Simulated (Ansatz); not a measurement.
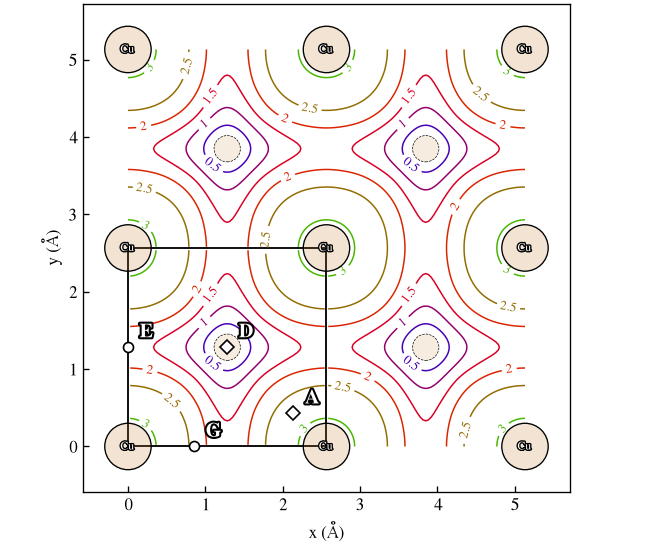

N on a Cu(100) slab cut from the Fm-3m phase, its upper half relaxed before the scan (12 atoms of substrate and one adsorbate in a 2 × 2 cell). N is moved over the surface cell; relaxed at each place: the height of the adsorbate's atoms; substrate rigid; the origin of the map has the adsorbate above Cu9. Places are given modulo a cell vector. The map is drawn in real space over the plane of the surface. The grid has 6 × 6 points; 10 points were computed and 26 follow by symmetry. Places are given in fractions of the 1 × 1 surface cell. Energies: eV, counted from the lowest grid point. These are results of DFT PBE, scalar-relativistic, plane waves, PAW (Ansatz), not measurements. Settings: cutoff 420 eV, k-mesh 5×5×1, gaussian smearing 0.1 eV, no spin polarisation.

In the figure: contour lines labelled in eV, labelled circles for the atoms of the top layer and small ones for the second layer, the outline of one cell of the 2 × 2 shown, lettered points. Between grid points the surface is interpolated.

Is D the lowest point of the computed grid?

Yes. D, at a fourfold hollow over a second-layer Cu atom, (3/6, 3/6) of the cell vectors, has the lowest energy of the grid.

What kind of point is each of A, D, E, G: minimum, saddle, maximum or slope?

A: on a slope; D: minimum; E: saddle point; G: on a slope. (In these two coordinates alone; a stationary point may lie a little off the grid point.)

Rank the lettered points by energy, lowest first.

D (0.00 eV), E (1.60 eV), G (2.37 eV), A (2.80 eV).

PAW datasets: the set soft_1.
